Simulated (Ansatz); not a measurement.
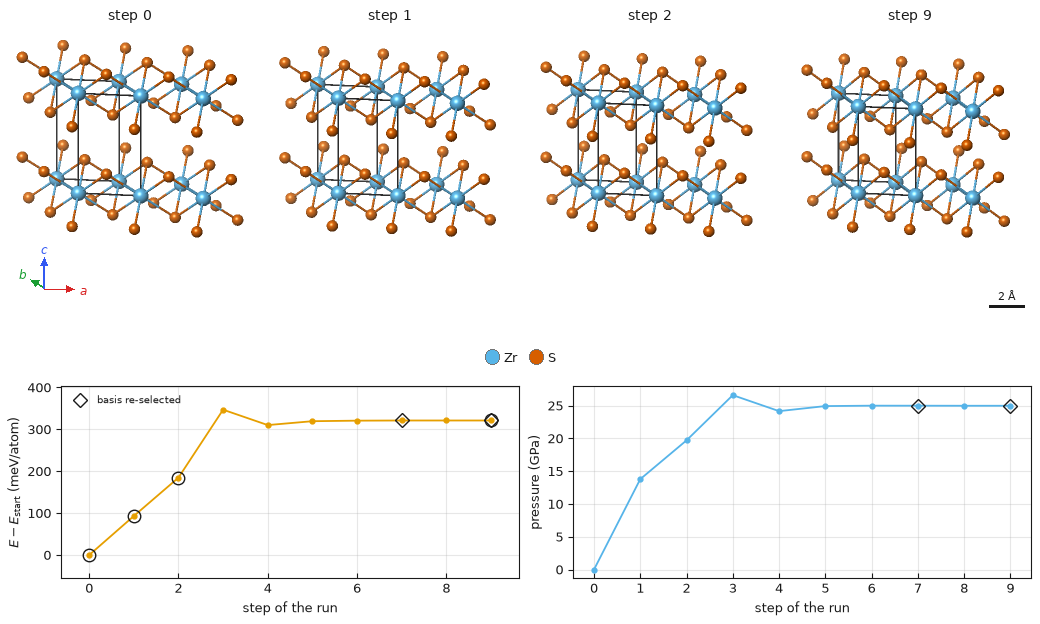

Frames of a relaxation of solid ZrS2 (set up in P-3m1), marked on the history of the run. A ball-and-stick model of the cell of the calculation, repeated 2 × 1 × 1 with one cell outlined, seen slightly off an axis.

Case: relaxed at 25 GPa.

The calculation used Ansatz 0.2.0, DFT PBEsol, scalar-relativistic, plane waves, PAW.

Input file:
```yaml
crystal:
  lattice:
    - [3.627375088, 0.0, 0.0]
    - [-1.813687544, 3.1413989753, 0.0]
    - [0.0, 0.0, 5.8874527414]
  atoms:
    - { symbol: Zr, position: [0.0, 0.0, 0.0] }
    - { symbol: S, position: [0.3333333333, 0.6666666667, 0.2468122951] }
    - { symbol: S, position: [0.6666666667, 0.3333333333, 0.7531877049] }
basis:
  ecutwfc: 420
kpoints:
  mp_grid: { grid: [12, 12, 6] }
hamiltonian:
  xc: pbesol
scf:
  occupations: { method: fixed }
output:
  forces: true
  stress: true
  eigenvalues: true
  write_density: true
  write_potential: true
  elf: true
  volumetric_format: npy
relax:
  adjacent_minimum: "off"
  f_tol: 0.001
  max_steps: 60
  cell: { stress_tol: 0.02, p_target: 25.0 }
```

Run as
```bash
ansatz run input.yaml --threads 1 --pin off --max-ram 3072MiB --backend cpu --events-out ev --progress --plain --runs-dir out
```

**Describe the path.**

The energy rises by 321 meV per atom in 7 accepted moves (9 points after the start). With the target pressure of 25 GPa, the enthalpy E + pV changes by −624 meV per atom. Largest force component: 0.00037 eV/Å at the start, 0.00055 eV/Å at the end. The pressure goes from 0.00 to 24.98 GPa. At 2 points the geometry stayed and the basis and grid were re-selected for the new cell (energy shift of 0.4 meV per atom at most each time). The largest moves relative to the cell, 0.27 Å, are those of S2 and S3. S2 goes along +c. Zr stays in place. The drawn cell changes as follows: a = b 3.627 → 3.324 Å (−8.4 %), c 5.887 → 5.112 Å (−13.2 %); the volume changes by −27.1 %. Among the contacts that change: S2–S3 3.643 → 2.812 Å, Zr1–Zr1 3.627 → 3.324 Å, Zr1–S2 2.549 → 2.453 Å. Bond angles that change, for instance: Zr1–S2–Zr1 90.7° → 85.3°, S2–Zr1–S3 89.3° → 94.7°, S2–Zr1–S2 90.7° → 85.3°. The space group stays P-3m1 (No. 164). From step 0 to 1: S atoms move most (0.06 Å), volume −13.6 %, energy +93.2 meV per atom. From step 1 to 2: S atoms move most (0.11 Å), volume −9.2 %, energy +91.7 meV per atom. From step 2 to 9: S atoms move most (0.10 Å), volume −7.1 %, energy +136 meV per atom.

```
step  E − E(0), meV/atom  largest force component, eV/Å  pressure, GPa  volume, Å³/atom                      note
   0                0.00                         0.0004           0.00           22.363                          
   1               93.17                         1.1775          13.79           19.325                          
   2              184.82                         0.8498          19.71           17.544                          
   3              346.99                         0.0840          26.60           16.159                          
   4              310.27                         0.0089          24.17           16.373                          
   5              319.52                         0.0036          24.94           16.310                          
   6              320.82                         0.0005          25.00           16.302                          
   7              321.21                         0.0014          24.99           16.302  same geometry, new basis
   8              321.21                         0.0005          24.98           16.302                          
   9              321.21                         0.0005          24.98           16.302  same geometry, new basis
```
